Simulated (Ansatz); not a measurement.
System: Ir3O.

Input

```
crystal:
  lattice:
    - [-2.4764542149, 2.4764542149, 2.4764542149]
    - [2.4764542149, -2.4764542149, 2.4764542149]
    - [2.4764542149, 2.4764542149, -2.4764542149]
  atoms:
    - { symbol: Ir, position: [0.0, 0.5, 0.5] }
    - { symbol: Ir, position: [0.5, 0.0, 0.5] }
    - { symbol: Ir, position: [0.5, 0.5, 0.0] }
    - { symbol: O, position: [0.0, 0.0, 0.0] }
basis:
  ecutwfc: 420
kpoints:
  mp_grid: { grid: [14, 14, 14] }
hamiltonian:
  xc: pbe
scf:
  occupations: { method: gaussian, width: 0.1 }
output:
  forces: true
  stress: true
  eigenvalues: true
  write_density: true
  write_potential: true
  elf: true
  volumetric_format: npy
relax:
  adjacent_minimum: "off"
  f_tol: 0.01
  max_steps: 80
  cell: { stress_tol: 0.05 }
```

Launched as:

```sh
ansatz run input.yaml --threads 1 --pin off --max-ram 2560MiB --backend cpu --events-out ev --progress --plain --runs-dir out
```

Below, planes, directions and counts refer to the conventional cell (a = 4.95 Å, b = 4.95 Å, c = 4.95 Å, α = 90.00°, β = 90.00°, γ = 90.00°).

The fields are those of the relaxed geometry.

Space group Im-3m; a structure generated by program, which may or may not match a known phase; computed without spin polarisation.

Theory: DFT PBE, scalar-relativistic, plane waves, PAW (Ansatz 0.2.0).

**Predict the valence pseudo-density and electron localisation function between the atoms.**

Ir–Ir (2.47 Å): ρ is about 0.67 e/Å³ halfway; the ELF is about 0.35 at the midpoint.
Ir–O (2.47 Å): ρ is about 0.34 e/Å³ halfway; the ELF is about 0.15 at the midpoint; no shared electron pair shows on this line.

**Does the calculation make it a metal, or give it a gap?**

It is metallic or semimetallic at this level of theory: no gap opens; semilocal functionals without U, or without the true magnetic order, often close the gap of such compounds.

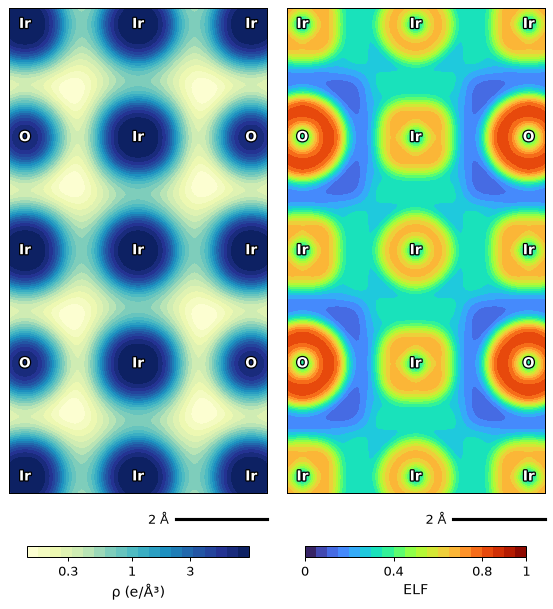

Computed valence pseudo-density and electron localisation function on the (100) plane of the conventional cell, in this order. 
